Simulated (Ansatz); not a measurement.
Cell and atoms:

```
CELL_PARAMETERS angstrom
5.19429 0.00000 0.00000
0.00000 5.19429 0.00000
0.00000 0.00000 5.19429
ATOMIC_POSITIONS crystal
Si 0.25239 0.25239 0.25239
Si 0.00000 0.50000 0.50000
Si 0.50000 0.50000 0.00000
Si 0.50000 0.00000 0.50000
Si 0.74761 0.25239 0.74761
Si 0.74761 0.74761 0.25239
Si 0.25239 0.74761 0.74761
Ge 0.00000 0.00000 0.00000
```

What crystal do these data define?

The formula is Si₇Ge. Space group: P-43m (No. 215). Lattice: primitive cubic. It has 8 atoms to the cell (7 Si, 1 Ge). Ge bonds to four Si in a tetrahedral arrangement at 2.27 Å. Si takes two kinds of site: 4e with three Si and one Ge in a tetrahedral arrangement (2.24 Å to Si, 2.27 Å to Ge); 3c with four Si in a tetrahedral arrangement at 2.24 Å. The bonds build a three-dimensional framework.

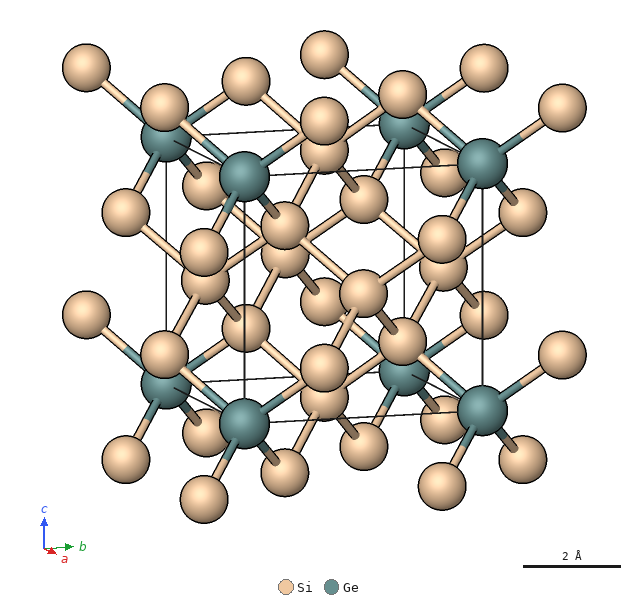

This ball-and-stick model is shown slightly off an axis. The outline marks the conventional unit cell. Outside the box, the atoms bonded to those within are drawn. Colours: silicon light orange, germanium teal.

The initial geometry was a structure listed in the Materials Project. It was relaxed with DFT r2SCAN, scalar-relativistic, plane waves, PAW in Ansatz under a constraint or pressure on the cell, so some stress remains.

At this level of theory the run's own cell isn't at rest (compressed, at 20 GPa), so its distances can differ from those at equilibrium, the more so the softer the solid.
